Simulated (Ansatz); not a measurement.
Single-point calculation, with input and output: Al

- system: Al (slab, 6 atoms in the cell)
- method: DFT r2SCAN, scalar-relativistic, plane waves, PAW, no spin polarisation (Ansatz 0.2.0)

The structure derives from an entry of the Crystallography Open Database. Figures and captions count atoms from 1; the log counts them from 0 in places.

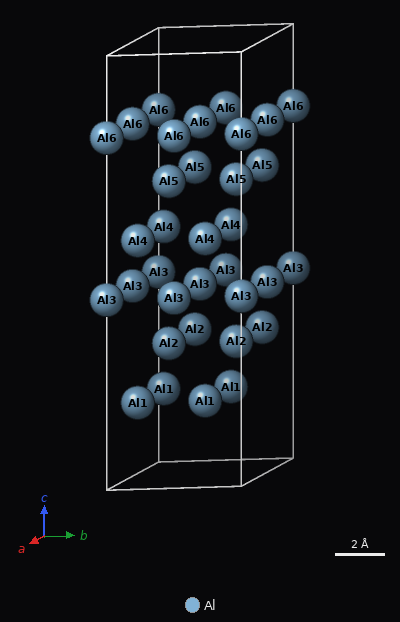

Figure 1. The structure (spheres-only view of the 2 × 2 repeat of the cell, with the vacuum cut short, seen slightly off an axis; atoms are numbered from 1 in the order of the input).

Input
```yaml
crystal:
  lattice:
    - [2.8227746042, 0.0, 0.0]
    - [-1.4113873021, 2.4445945164, 0.0]
    - [0.0, 0.0, 26.5239290654]
  atoms:
    - { symbol: Al, position: [0.6666666667, 0.3333333333, 0.2827635371] }
    - { symbol: Al, position: [0.3333333333, 0.6666666667, 0.3696581223] }
    - { symbol: Al, position: [0.0, 0.0, 0.4565527074] }
    - { symbol: Al, position: [0.6666666667, 0.3333333333, 0.5434472926] }
    - { symbol: Al, position: [0.3333333333, 0.6666666667, 0.6303418777] }
    - { symbol: Al, position: [0.0, 0.0, 0.7172364629] }
basis:
  ecutwfc: 500
kpoints:
  mp_grid: { grid: [12, 12, 1] }
hamiltonian:
  xc: r2scan
scf:
  occupations: { method: gaussian, width: 0.1 }
output:
  forces: true
  stress: true
  eigenvalues: true
  write_density: true
  write_potential: true
  elf: true
  volumetric_format: npy
efield:
  axis: 3
  dipole_correction: true
```

Run on 1 thread of Arm Neoverse V1, 24 GiB of memory available, shared host.

Launch command:
```bash
ansatz run input.yaml --threads 1 --pin off --max-ram 2560MiB --backend cpu --events-out ev --progress --plain --runs-dir out
```

Output
```
Engine: ansatz 0.2.0, aarch64-unknown-linux-gnu
Pseudopotentials: kind: paw
Pseudopotential: Al, paw, valence charge 3, recommended cutoff 500 eV (meta_gga), Al.paw.azcp
Functional definition: r2SCAN
  parameter k0 = 0.174
  parameter k1 = 0.065
  parameter a1 = 4.9479
  exchange = r2scan_x(k0 = k0, k1 = k1, a1 = a1)
  correlation = r2scan_c
Crystal: 6 atoms, lattice volume = 183.029 Å³
Basis set: ecut = 500 eV, 4633 PW (Γ), exchange–correlation on 96×96×800 points (64 copies of the dense FFT grid, shifted against one another)
Bands: 15, of which v1, the nominal top of the filled ones, is band 9 counted from 1 (8 counted from 0)
Symmetry: 6 space group operations
k-points: 19 of 144 (time reversal used)
Non-local potential: Al, projectors of the file, l = 0: 2, l = 1: 2, l = 2: 1
PAW form: soft (Blöchl's): semilocal exchange-correlation on the pseudo side does not see the compensation charge
PAW frozen core: Al, regenerated for the run's functional (the file was generated under x = pbe(κ = 0.804, μ = 0.2195149727645171), c = pbe(β = 0.06672455060314922))
PAW one-centre angular grid: Al, 302 points (default); XC on 160 Gauss nodes
Initial density: superposition of atomic densities (neutral atoms: chi_scale 0, normalization atom), corrected by the library's trained network
Initial wavefunctions: pseudopotential atomic-orbital guess
Functional: x = r2scan, c = r2scan; τ floored in thin density (d = 2e-4 eV/Å³)
SCF iter   1: F=—  HF=-3241.640611 eV  |F-HF|=—  |Δ(HF+E_count)|=         —  Δρ=2.73e-3  dr2=1.57e-1  dr2_τ=2.67e-2  ethr=1.77e-3  p=0.000 e·Å  D=3.62e-14 V/Å  ΔV_dip=-0.00 eV  dr2_dipole=4.03e-7  V_vac-E_F(+/−)=4.10/4.10 eV  ⟨swp⟩=9.6  Hψ=2297  notcnv=0
efield: sawtooth ramp at fractional position 0.9500 (placed from the atoms, in the widest stretch of the axis that holds none; the zero of the levels goes with the place), width 0.1000; the density the first Hamiltonian is built on has a dipole p = 0.000 e·Å; the dipole correction subtracts the counter field D = 3.62e-14 V/Å, which shifts the + side's vacuum level by -0.00 eV against the − side's; the planar-averaged density in the ramp window peaks in size at 1.4e-4 e/Å³
preconditioner: auto → LDOS  [metal: Δε(μ)=0.019 eV  Ē_g=7.326 eV  σ=0.100 eV  W_gap=0.11  n_scr=14 (ndim 8)  ℏωp=11.6 eV  f_vac=0.387  D(μ)=3.83/eV (n_scr^D=16)  β→1.0]
SCF iter   2: F=—  HF=-3241.673479 eV  |F-HF|=—  |Δ(HF+E_count)|=   3.29e-2  Δρ=1.04e-3  dr2=1.24e-2  dr2_τ=1.52e-5  ethr=8.71e-4  p=-0.000 e·Å  D=-8.21e-5 V/Å  ΔV_dip=0.00 eV  dr2_dipole=6.14e-7  V_vac-E_F(+/−)=4.08/4.08 eV  ⟨swp⟩=2.2  Hψ=529  notcnv=0  defer=25
SCF iter   3: F=—  HF=-3241.673845 eV  |F-HF|=—  |Δ(HF+E_count)|=   3.66e-4  Δρ=2.58e-4  dr2=1.85e-3  dr2_τ=1.07e-6  ethr=6.88e-5  p=0.000 e·Å  D=4.42e-5 V/Å  ΔV_dip=-0.00 eV  dr2_dipole=5.16e-7  V_vac-E_F(+/−)=4.11/4.11 eV  ⟨swp⟩=2.3  Hψ=406  notcnv=0  defer=25
SCF iter   4: F=—  HF=-3241.673889 eV  |F-HF|=—  |Δ(HF+E_count)|=   4.39e-5  Δρ=7.99e-5  dr2=5.01e-5  dr2_τ=6.37e-8  ethr=1.03e-5  p=-0.000 e·Å  D=-1.30e-5 V/Å  ΔV_dip=0.00 eV  dr2_dipole=3.61e-8  V_vac-E_F(+/−)=4.10/4.10 eV  ⟨swp⟩=1.7  Hψ=337  notcnv=0  defer=25
SCF iter   5: F=—  HF=-3241.673875 eV  |F-HF|=—  |Δ(HF+E_count)|=   1.46e-5  Δρ=2.41e-5  dr2=7.26e-6  dr2_τ=1.28e-8  ethr=2.79e-7  p=0.000 e·Å  D=3.06e-6 V/Å  ΔV_dip=-0.00 eV  dr2_dipole=2.34e-9  V_vac-E_F(+/−)=4.11/4.11 eV  ⟨swp⟩=2.5  Hψ=440  notcnv=0  defer=25
SCF iter   6: F=—  HF=-3241.673875 eV  |F-HF|=—  |Δ(HF+E_count)|=   2.67e-7  Δρ=4.19e-6  dr2=1.77e-7  dr2_τ=1.82e-10  ethr=4.03e-8  p=0.000 e·Å  D=4.60e-8 V/Å  ΔV_dip=-0.00 eV  dr2_dipole=2.75e-12  V_vac-E_F(+/−)=4.11/4.11 eV  ⟨swp⟩=1.5  Hψ=319  notcnv=0  defer=25
SCF iter   7: F=-3241.673875 eV  HF=-3241.673875 eV  |F-HF|=5.03e-9  |Δ(HF+E_count)|=   1.85e-8  Δρ=1.62e-6  dr2=1.15e-8  dr2_τ=4.28e-11  ethr=5.56e-10  p=0.000 e·Å  D=2.49e-8 V/Å  ΔV_dip=-0.00 eV  dr2_dipole=5.23e-13  V_vac-E_F(+/−)=4.11/4.11 eV  ⟨swp⟩=17.4  Hψ=2584  notcnv=0
SCF 1 converged in 7 iterations: F = -3241.673875 eV  dr2 = 1.15e-8
  greatest PAW one-centre occupation: 0.455 electrons in one spin orbital (limit 2), on the Al atom at site 0 (counted from 0), in its partial waves of l = 0
```

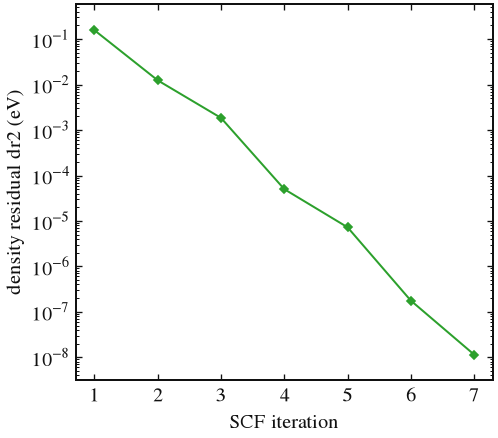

Figure 2. Convergence of the self-consistent field: density residual dr2 against the SCF iteration. The residual falls at every step.

```
WARN: The output density's exchange-correlation potential varies sharply where the density is thin. Do not read a vacuum level from v_tot or v_xc, or from such a field of the output density. On a cell that repeats whose density bears no net charge and no dipole along the vacuum's axis use v_es (v_loc + v_h of the components); under efield.dipole_correction with no amplitude use v_es + v_field, which holds any external_charges[].barrier, or the levels of the report's work_function block, which leave it out; under a non-zero efield.amplitude the vacuum is tilted and has no level; on a cell that repeats and bears such a dipole with no correction it is tilted too, and efield.dipole_correction with no amplitude gives each side of its ramp a level where efield: is served; in a cell that repeats whose density bears a net charge (total_charge, or a fill off its count) it is curved and has none; of a slab under crystal.periodic whose density bears no net charge use v_es, which has a level on each side, short of where the two are joined; of another it falls or rises all the way out and has none; of a slab beside external_charges read slab_vacuum_level instead, which it has where they leave it neutral. The grid or the basis barely resolves most such structure, and the values can differ between equally converged runs; as a rule a tighter scf.convergence.dr2_threshold does not remove it. Where the density itself ripples (under the LDA too) a higher basis.ecutwfc lessens it. The files hold the spikes' plane waves up to the density's cutoff. Files: v_tot_of_output_density and the like, and their columns of v_z.tsv (output.write_potential); v_xc_of_output_density and the like, and their columns of v_comp_z.tsv (output.write_potential_components). Measured: with its Gaussian average of σ = 0.25 Å subtracted twice, the exchange-correlation potential is over 0.1 eV at 44 of the grid points where the equally averaged density (valence and model cores) is under 1e-3 e/Å³, and 0.510 eV at the most among them, at an averaged density of 6.2e-9 e/Å³. The input density's (outcome.potential() and, of a run that writes arrays, v_tot and v_xc) is over 0.1 eV, so measured, at 275 points of its own thin density, 0.412 eV at the most. See output.write_potential in the manual, Limitations
SCF converged after 7 iterations
Free energy (F): -3241.673875 eV
Harris-Foulkes:  -3241.673875 eV  (|F-HF|=5.03e-9)
Internal energy: -3241.652958 eV  (E = F + TS)
E sigma→0 (E₀):  -3241.663417 eV
Entropy (-TS):   -0.020916 eV (-3.486 meV/atom)
Fermi energy:    2.386893 eV
Dipole field:    D = -0.000001 V/Å  (p = -0.000001 e·Å, saw-weighted, corrected)
Work function:   Φ+ = 4.1079 eV   Φ− = 4.1079 eV
Levels:          The Fermi level and band energies are counted from a zero that moves with the ramp; work functions are not
--- Per-component energies (eV) ---
  E_band       = -38.648623
  E_kinetic    = 137.307331
  E_local      = -4262.425787  (includes V_loc(G=0)·N_el)
  E_nonlocal   = 58.403910
  E_hartree    = 2113.256475
  E_xc         = -219.205820
  E_vxc        = -185.327306  (∫ρ·V_xc dr)
  E_paw        = -2838.620986  (= ΣΔE_a)
  E_vpaw       = -20.435123  (= ΣTr[D̂ρ^β])
  E_aug_tail   = -0.000005  (compensation charges beyond the density's cutoff)
  E_vtau       = 7.318412  (kinetic-family band-sum trace: ∫τ·v_τ [+ j·A + Jᵃ·Aᵃ] dr)
  E_efield     = 0.000000  (sawtooth field / dipole correction)
  E_vefield    = 0.000000  (∫n·V_field dr)
  E_ewald      = 1769.992572
  E_core_change = -0.360648  (= ΣΔE_core)
  E_smearing   = -0.020916  (= −TS)
  E_closure    = 0.000000  (closes the sum)
  Σ components = -3241.673875   (vs F -3241.673875, Δ=0.00e0)
--- Forces (eV/Å), atoms counted from 1 ---
  atom   1  Al     0.00000000     0.00000000    -0.06335381
  atom   2  Al     0.00000000     0.00000000     0.11533029
  atom   3  Al    -0.00000000     0.00000000    -0.02011333
  atom   4  Al     0.00000000     0.00000000     0.02011376
  atom   5  Al    -0.00000000    -0.00000000    -0.11533082
  atom   6  Al     0.00000000    -0.00000000     0.06335422
  max |Σ_I F_I| component: 3.02e-7 eV/Å
--- Stress (GPa, compression-positive) ---
       -0.677849       0.000000       0.000000
        0.000000      -0.677849       0.000000
        0.000000       0.000000      -0.018368
  P = ⅓ Tr σ = -0.4580 GPa (-4.580 kbar)
--- Band table (eV; the first three rows and the last of 19) ---
  k-point 0: bands = ["-9.4149", "-8.8929", "-8.0101", "-6.7956", "-5.2654", "-3.3839", "-1.7064", "0.6554", "2.9431", "5.0166", "6.1817", "7.1241", "7.2429", "9.2073", "9.3215"]
  k-point 1: bands = ["-9.2327", "-8.7112", "-7.8293", "-6.6160", "-5.0872", "-3.2063", "-1.5343", "0.8254", "3.1087", "5.1788", "6.3515", "7.2890", "7.4075", "9.3470", "9.4736"]
  k-point 2: bands = ["-8.6874", "-8.1676", "-7.2884", "-6.0786", "-4.5543", "-2.6764", "-1.0186", "1.3297", "3.5905", "5.6296", "6.8352", "7.6540", "7.8578", "8.3184", "8.6004"]
  k-point 18: bands = ["-0.9677", "-0.9677", "-0.9616", "-0.5663", "-0.5663", "-0.2660", "0.1613", "0.4739", "0.4739", "0.9499", "1.7277", "1.7277", "3.5301", "3.5301", "3.7634"]
```

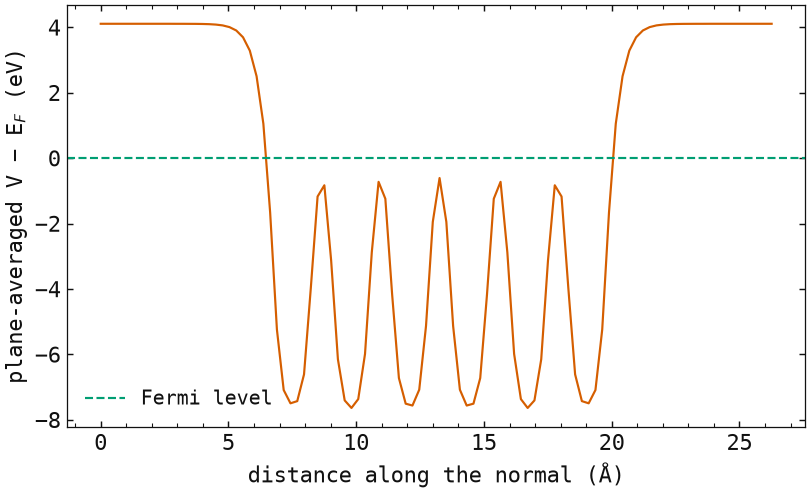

Figure 3. Plane average of the electrostatic potential energy of an electron across the cell, from the Fermi level. The vacuum level lies 4.11 eV above the Fermi level.

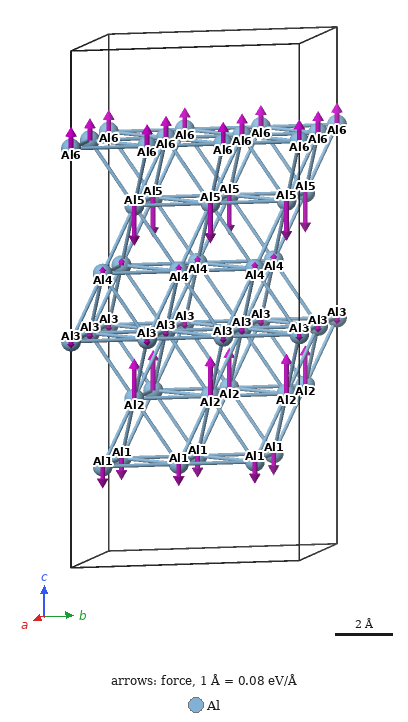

Figure 4. Forces on the atoms as pink arrows (ball-and-stick view of the 2 × 3 repeat of the cell, with the vacuum cut short, seen slightly off an axis; atoms are numbered from 1 in the order of the input). The largest act on Al2, Al5 (0.12 eV/Å); Al1, Al6 (0.06 eV/Å). The geometry is not a stationary point of this energy.

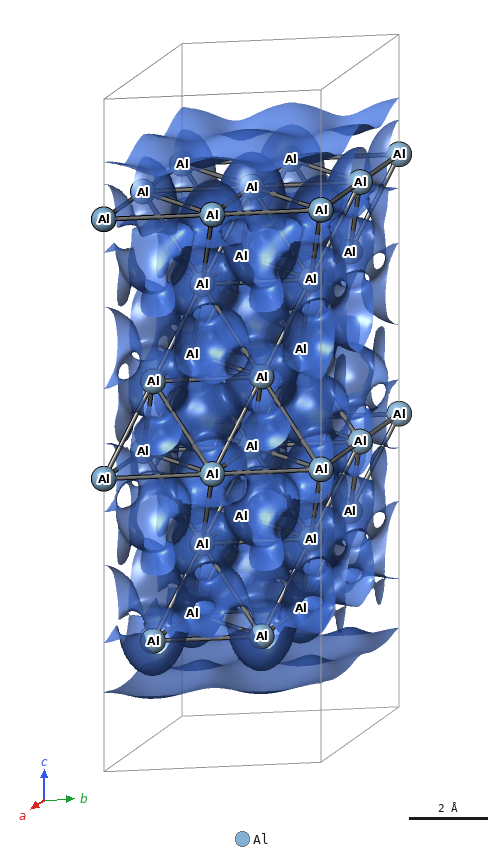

Figure 5. Isosurface of the electron localisation function at 0.55 (blue), seen slightly off an axis. Core shells and regions of very low density are left out. Sticks mark near contacts. The ELF exceeds this value in sheets that run through the cell in two directions, counted in one cell of 6 atoms. Counts are for one cell; the picture repeats the cell along the surface. Profiles from the grid: Al–Al (2.82 Å): the ELF peaks at about 0.65 between the atoms. The fields are those of the smooth PAW valence density.

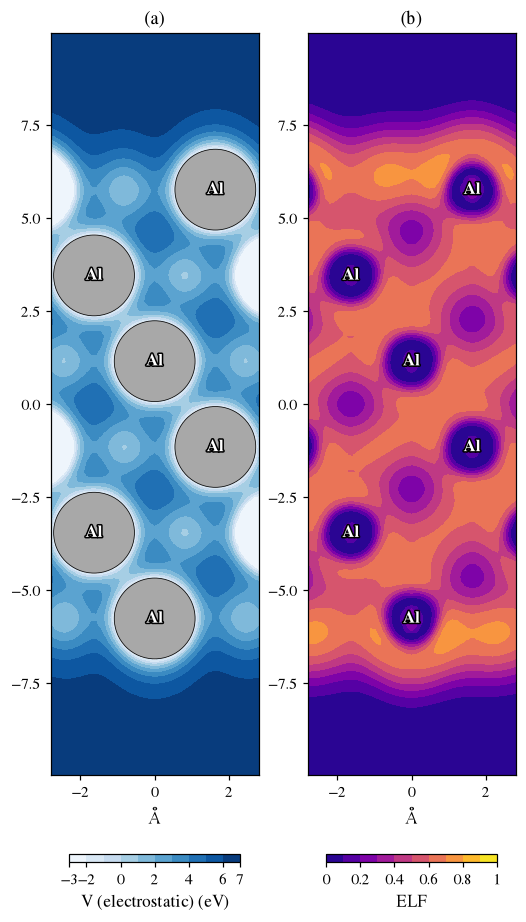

Figure 6. (a) electrostatic potential (local pseudopotential plus Hartree) felt by an electron; (b) ELF on the (110) plane of the calculation cell, a cut from vacuum to vacuum. Grey discs, where drawn, cover atomic cores. Atoms in the plane: Al. Al–Al (2.82 Å): the ELF peaks at about 0.65 between the atoms.

Key numbers

- outcome: converged
- electrons treated: 18
- free energy: −3241.6739 eV
- work function, top face: 4.11 eV
- work function, bottom face: 4.11 eV
- Fermi energy: 2.387 eV
- gap on the k-point mesh: none (metallic)
- work function (upper face): 4.11 eV
- largest force (length of the vector): 0.115 eV/Å
- wall time: 18 s
- peak memory: 0.78 GiB

Notes

The program warns: the exchange-correlation potential is rough where the density is thin.
